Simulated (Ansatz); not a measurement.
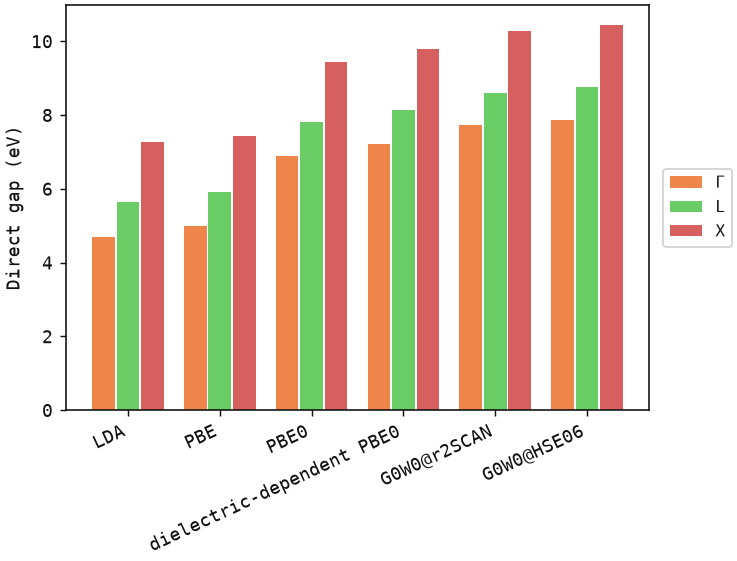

Direct gap at each named k point, by several methods on one cell of rocksalt LiBr, space group Fm-3m, 2 atoms in the primitive cell, relaxed with r2SCAN; cubic a = 5.479 Å. All runs are without spin-orbit coupling and carry no moments.

**How do the methods rank at Γ?**

From low to high: LDA 4.70, PBE 4.99, PBE0 6.90, dielectric-dependent PBE0 7.22, G0W0@r2SCAN 7.72, G0W0@HSE06 7.86 eV.

```
                   method  program  Γ (eV)  L (eV)  X (eV)
                      LDA   Ansatz    4.70    5.63    7.28
                      PBE   Ansatz    4.99    5.90    7.42
                     PBE0   Ansatz    6.90    7.82    9.45
dielectric-dependent PBE0   Ansatz    7.22    8.13    9.79
              G0W0@r2SCAN   Ansatz    7.72    8.61   10.29
               G0W0@HSE06   Ansatz    7.86    8.76   10.45
```

Settings. LDA: Ansatz PAW set, 8×8×8 k mesh, 420 eV cutoff, fixed occupations (Ansatz). PBE: Ansatz PAW set, 8×8×8 k mesh, 420 eV cutoff, Fermi-Dirac smearing of 0.02 eV (Ansatz 0.2.0). PBE0: Ansatz PAW set, 6×6×6 k mesh, 420 eV cutoff, fixed occupations (Ansatz). dielectric-dependent PBE0: Ansatz PAW set, 6×6×6 k mesh, 420 eV cutoff, fixed occupations (Ansatz 0.2.0). G0W0@r2SCAN: r2SCAN, Ansatz PAW set, 6×6×6 k mesh, 500 eV cutoff, fixed occupations (Ansatz), G0W0 with empty bands 304, screening cutoff 220 eV and frequency treatment contour deformation. G0W0@HSE06: HSE06, Ansatz PAW set, 6×6×6 k mesh, 420 eV cutoff, fixed occupations (Ansatz 0.2.0), G0W0 with empty bands 304, screening cutoff 220 eV and frequency treatment contour deformation.

These are six of the 11 methods that were run on this cell. Spin-orbit coupling is left out, which matters for Br. LDA, PBE0, dielectric-dependent PBE0, G0W0@r2SCAN and G0W0@HSE06: the PAW data sets were made with another functional. LDA, GGA and most meta-GGA functionals understate gaps. The GW values are at finite bands, cutoffs and mesh, short of the basis limit.
